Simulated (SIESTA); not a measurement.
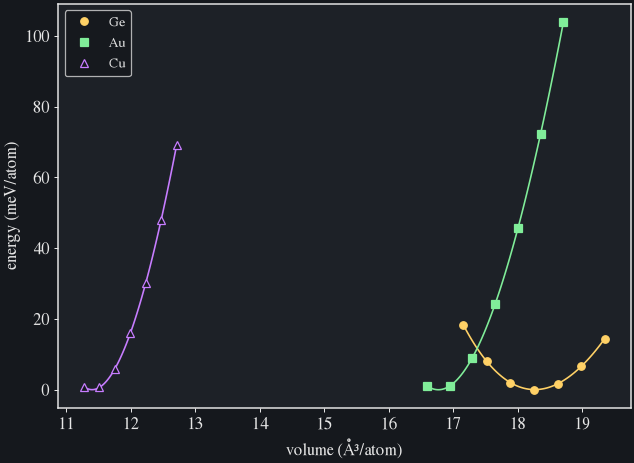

The plot gives the computed energy against volume, with one curve for each element, for Au, Cu and Ge (all in space group Cmcm (No. 63)).

Calculation (SIESTA 5.4.2): DFT in numerical atomic orbitals with pseudopotentials, no spin polarisation; energies at scaled volumes of the given cell, shape and fractions fixed, counted from the fit's minimum, third-order Birch-Murnaghan fit. Level: LDA.

```
       setting                                                                     value
   occupations                                                               Fermi–Dirac
smearing width                                                                   0.05 eV
    potentials  PseudoDojo 0.4 standard, converted to PSML, two zetas on semicore shells
```

Settings that differ: Ge: k mesh 10×10×6; Au: k mesh 11×11×6; Cu: k mesh 11×11×11.

> Order the curves by fitted equilibrium volume, smallest first.

Cu 11.403, Au 16.771, Ge 18.265 Å³/atom.

> Order the curves by fitted bulk modulus, smallest first.

Ge 78.8, Cu 184.1, Au 187.2 GPa.

Limits of the calculation: mulliken charges of long orbitals; short basis over semicore shells (Au, Cu); spin-orbit coupling left out, heavy elements (Au); shape and atomic fractions are frozen while scaling, which makes layered, chain and framework solids too stiff.

The computed values:

Ge:
| volume (Å³/atom) | energy (meV/atom) |
| --- | --- |
| 17.16 | 18.30 |
| 17.52 | 7.96 |
| 17.89 | 1.98 |
| 18.25 | −0.02 |
| 18.62 | 1.63 |
| 18.98 | 6.54 |
| 19.35 | 14.36 |

Au:
| volume (Å³/atom) | energy (meV/atom) |
| --- | --- |
| 16.59 | 1 |
| 16.94 | 1 |
| 17.30 | 9 |
| 17.65 | 24 |
| 18.00 | 46 |
| 18.36 | 72 |
| 18.71 | 104 |

Cu:
| volume (Å³/atom) | energy (meV/atom) |
| --- | --- |
| 11.27 | 0.86 |
| 11.51 | 0.61 |
| 11.75 | 5.80 |
| 11.99 | 15.87 |
| 12.23 | 30.08 |
| 12.47 | 47.95 |
| 12.71 | 69.14 |
